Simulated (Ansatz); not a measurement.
```
Si
1.0
     3.89041    0.00000    0.00000
     0.00000    7.52899    0.00000
     0.00000    0.00000    6.54336
Si
8
Direct
  0.00000 0.58973 0.35372
  0.50000 0.08973 0.85372
  0.00000 0.08973 0.64628
  0.50000 0.58973 0.14628
  0.00000 0.41027 0.64628
  0.50000 0.91027 0.14628
  0.00000 0.91027 0.35372
  0.50000 0.41027 0.85372
```

Space group Imma; a structure generated by program, which may or may not match a known phase.

These are results of Ansatz 0.2.0, DFT PBE, scalar-relativistic, plane waves, PAW, not measurements.

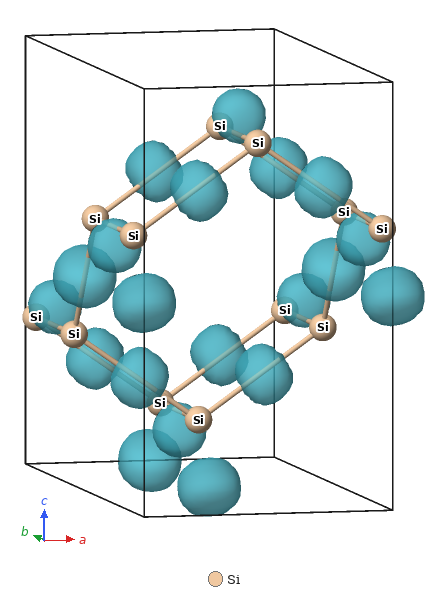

Si. Isosurface of the ELF at 0.9 (cyan), seen slightly off an axis. Core shells and regions of very low density are left out. Sticks mark near contacts.

Q: Describe the localisation domains.

A: At this value the surface marks out 16 regions between bonded Si–Si atoms, counted in one cell of 8 atoms. Any copies at cell faces, edges or corners count once. Profiles from the grid: Si–Si (2.34 Å): the ELF peaks at about 0.95 between the atoms. Si–Si (2.41 Å): the ELF peaks at about 0.95 between the atoms.
